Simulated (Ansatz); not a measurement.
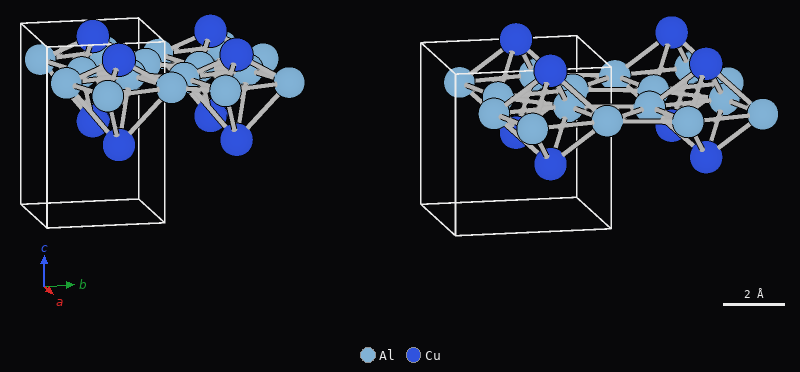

Two geometries of crystalline Al$_{2}$Cu (a generated structure, set up in P4) (coarse preliminary run), drawn at one scale. One is the start of a relaxation, the other its converged end. The picture is a ball-and-stick view of the cell of the calculation, repeated 2 × 2 × 1 with one cell outlined, seen slightly off an axis.

The calculation used DFT PBE, scalar-relativistic, plane waves, PAW in Ansatz 0.2.0. Set-up: plane-wave cutoff 420 eV; k-point mesh 4 × 4 × 4; occupations gaussian; smearing width 0.1 eV; no spin polarisation; cell and atoms relaxed; force threshold 0.04 eV/Å; at most 70 steps.

**Which geometry has the lower energy?**

The right one is the relaxed one. The largest move relative to the cell is that of a Cu atom, 0.63 Å along +c. Largest moves by element: Cu 0.63 Å, Al 0.47 Å. The drawn cell changes as follows: a = b 3.956 → 5.233 Å (+32.3 %), c 6.066 → 5.416 Å (−10.7 %); the volume changes by +56.2 %. Among the contacts that change: Al–Al 1.638 → 2.700 Å, Cu–Cu 3.214 → 2.288 Å, Al–Al 1.842 → 2.665 Å, Al–Cu 1.963 → 2.499 Å. New bonds form, among them: Cu–Cu (3.21 → 2.29 Å). Among the angles between lasting bonds that change: Al–Cu–Al 128.0° → 102.5°, Al–Cu–Al 83.1° → 102.5°, Al–Cu–Al 78.9° → 66.9°. The space group (tolerance 0.01 Å) goes from P4 (No. 75) to P4/m (No. 83). Over 12 accepted moves (15 points after the start) the energy falls by 31.320 eV per cell of the calculation. Largest force component: 11 eV/Å at the start, 0.032 eV/Å at the end. Pressure: 118.45 GPa at the start and 0.15 GPa at the end. The line search rejected the trial step at point 13 of the run. The SCF was repeated twice at an unchanged geometry on a basis and grid sized afresh for the cell, which shifted the energy by 0.761 eV per cell of the calculation at most.

Limits of the set-up: the k-point mesh is coarse for a cell with partly filled bands.
